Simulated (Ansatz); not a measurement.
# Al2Cu: what the electrons do

Space group I4/mmm; the calculation finds a residual pressure of about 3 GPa at this fixed cell. The cell comes from a database of computed structures, not from a measurement.

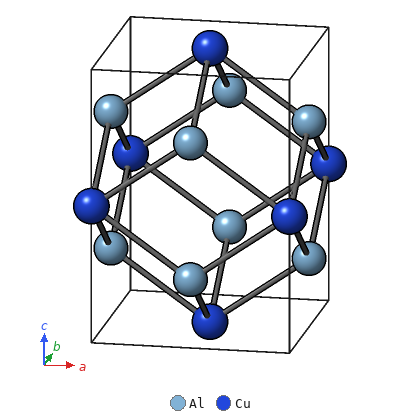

The conventional cell.

```
CELL_PARAMETERS angstrom
4.06067 0.00000 0.00000
0.00000 4.06067 0.00000
0.00000 0.00000 5.70219
ATOMIC_POSITIONS crystal
Al 0.00000 0.50000 0.25000
Al 0.50000 0.00000 0.75000
Al 0.50000 0.00000 0.25000
Al 0.00000 0.50000 0.75000
Cu 0.00000 0.00000 0.50000
Cu 0.50000 0.50000 0.00000
```

Method: DFT PBE, scalar-relativistic, plane waves, PAW (Ansatz).

Core electrons are frozen (PAW), so the maps are meaningful between the atoms, not at the nuclei.

Part 1: Bonding charge

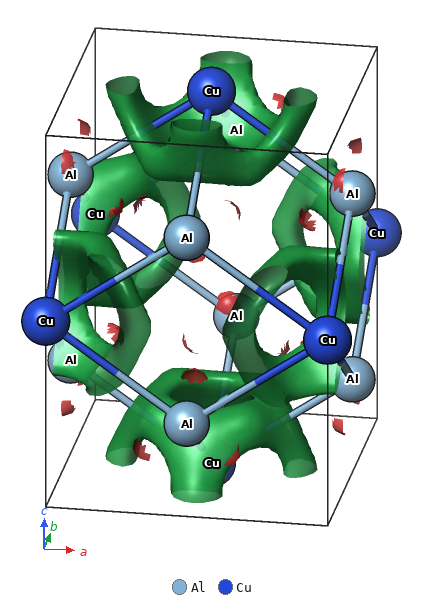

*Deformation density (self-consistent density less superposed neutral spherical atoms): green surfaces at +0.05 and red ones at −0.05 e/Å³, in the conventional cell seen at an oblique angle (the regions close to the nuclei are left out). Cores are masked to 0.8 Å (Al) and 0.9 Å (Cu).*

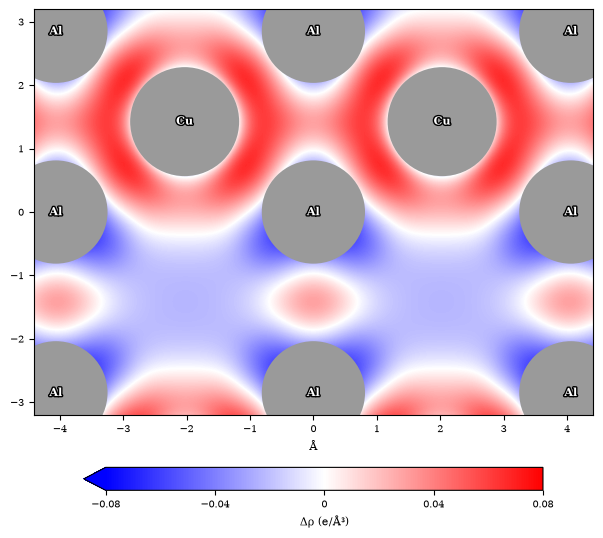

Also shown: a map on the (100) plane of the conventional cell, with grey discs over the atomic cores.

**Where does charge go when the atoms form this crystal?**

Al–Cu (2.48 Å): Δρ is +0.07 e/Å³ at the midpoint. Al–Al (2.85 Å): Δρ is +0.03 e/Å³ at the midpoint. Over the whole cell, outside the masked cores, the largest gain, 0.07 e/Å³, lies 1.2 Å from a copper nucleus and 1.3 Å from an aluminium one, and the largest loss lies at the edge of the masked core of Al. The rearranged charge, half the integral of |Δρ|, is about 0.25 e an atom. Bader charges: Al +1.40 and Cu −2.81 e. Among metals such charges hang on how the charge between the atoms is shared out.

Part 2: Taking out a sublattice

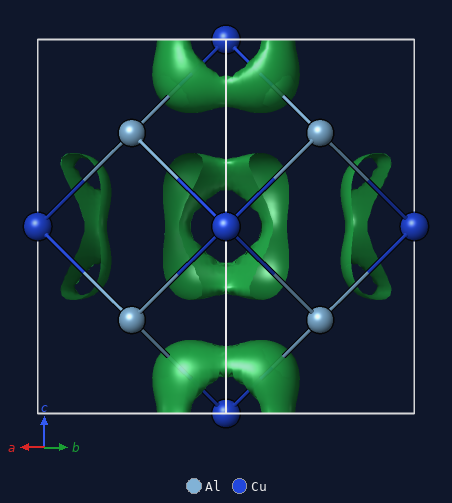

*Density of the crystal less the densities of its Cu sublattice and of the rest (Al), each computed alone with the atoms in place (the rest without spin, the Cu sublattice with): green surfaces at +0.05, none at −0.05 e/Å³, in the conventional cell seen along [110] (the regions close to the nuclei are left out). Cores are masked to 0.8 Å (Al) and 0.9 Å (Cu).*

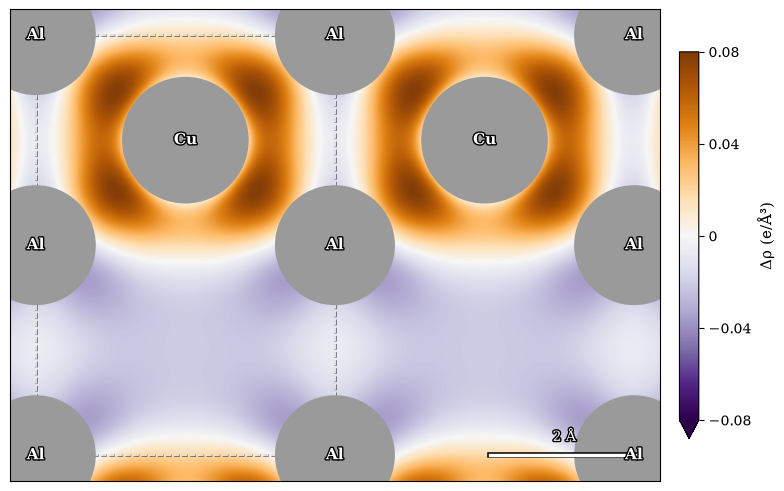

Second picture: a map on the (010) plane of the conventional cell, with grey discs over the atomic cores.

**Which way does charge flow, and where does it go?**

Over the whole cell, outside the masked cores, the largest gain, 0.08 e/Å³, lies 1.2 Å from a copper nucleus and 1.3 Å from an aluminium one, and the largest loss lies at the edge of the masked core of Al. About 0.7 e is rearranged for each Cu atom. By Bader's partition Cu carries −2.81 e, so it takes electrons from the rest. Among metals such charges hang on how the charge between the atoms is shared out.

**What is E(crystal) − E(Cu sublattice) − E(rest) for each Cu atom?**

E(crystal) − E(Cu sublattice) − E(rest) is −4.1 eV for each Cu atom (negative: bound). The references are the frozen sublattices, not the elements, so this isn't a formation energy. A moment in a sublattice run without spin would make it less negative.

Part 3: Change of volume

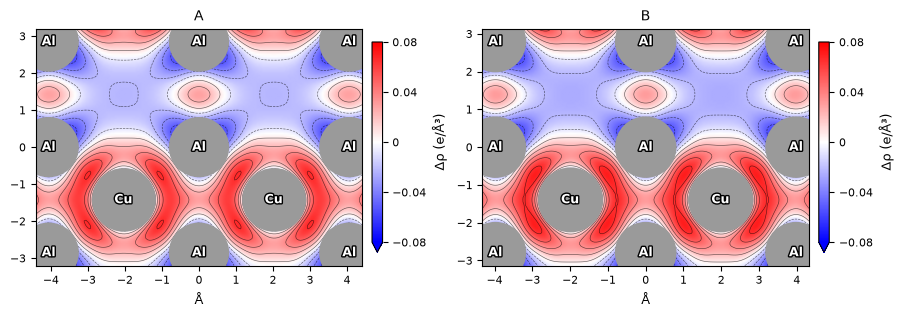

Al2Cu: deformation density on the (100) plane of the conventional cell at two volumes, with the same fractional coordinates and one colour scale. Grey discs cover the cores. Panel B has 94 % of the volume of panel A.

**What changes between the database cell and the scaled one?**

From A to B, Al–Cu goes from 2.48 to 2.43 Å, and Δρ at its midpoint from +0.065 to +0.070 e/Å³.
- The pressure is 3 GPa in A and 11 GPa in B.
- The rearranged charge is 0.25 e an atom in A and 0.25 e in B.

Part 4: Putting it together

The two pressures give a mean stiffness −ΔP/Δln V of about 124 GPa over this range, with the atoms held at their fractional positions.

Run times: 13 s (base cell), 2.8 s (the rest), 6.3 s (sublattice Cu) and 12 s (scaled cell), on 2 threads of Intel(R) Xeon(R) 6975P-C (Granite Rapids) (shared host).
